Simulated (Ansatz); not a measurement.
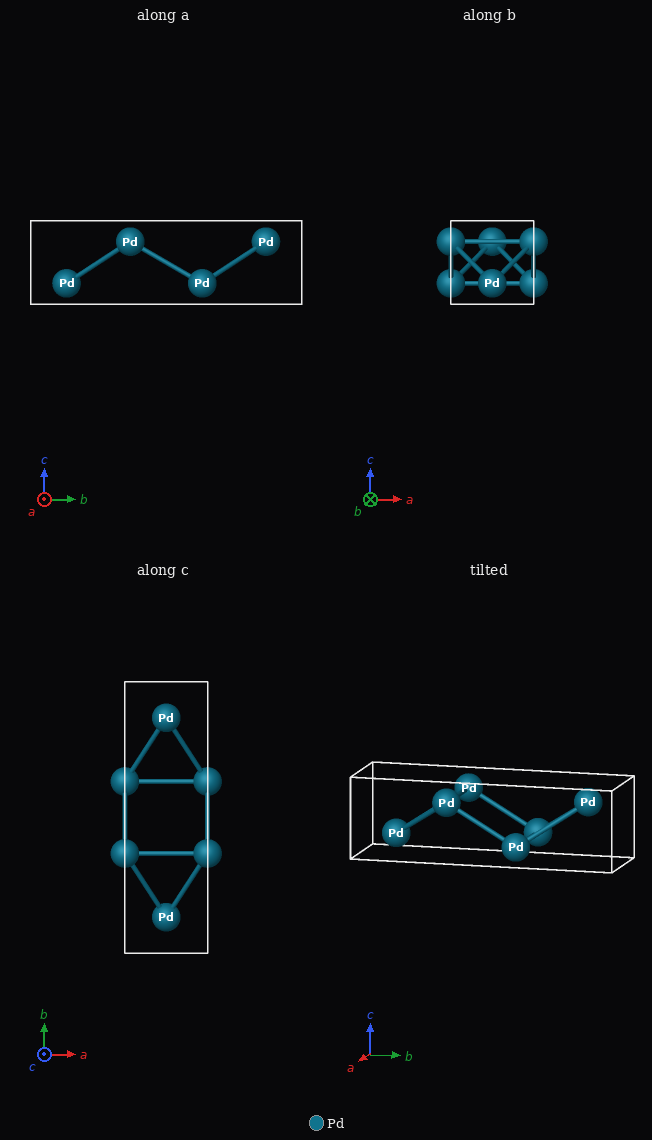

Ball-and-stick model, viewed along the a axis, along the b axis, along the c axis and slightly off an axis. Atoms at the boundary of the conventional unit cell (the box) are drawn once for each face, edge or corner they touch.

Lattice parameters: a = 2.851 Å, b = 9.353 Å, c = 2.874 Å, α = 90.00°, β = 90.00°, γ = 90.00°.

Q: Express the structure as a table of Wyckoff sites, with free fractional coordinates to two decimals.

A: Space group Cmcm (No. 63).
```tsv
atom	site	x	y	z
Pd	4c	0.00	0.63	0.25
```

The initial geometry was a structure type filled with this element by a generator (whether the element takes this form wasn't checked). Earlier steps of the study may have refined or changed the cell and positions. Ansatz was used for an electronic-structure calculation on it.

At this level of theory the cell isn't at rest (stretched, at -10 GPa), so its distances can differ from those at equilibrium, the more so the softer the solid.
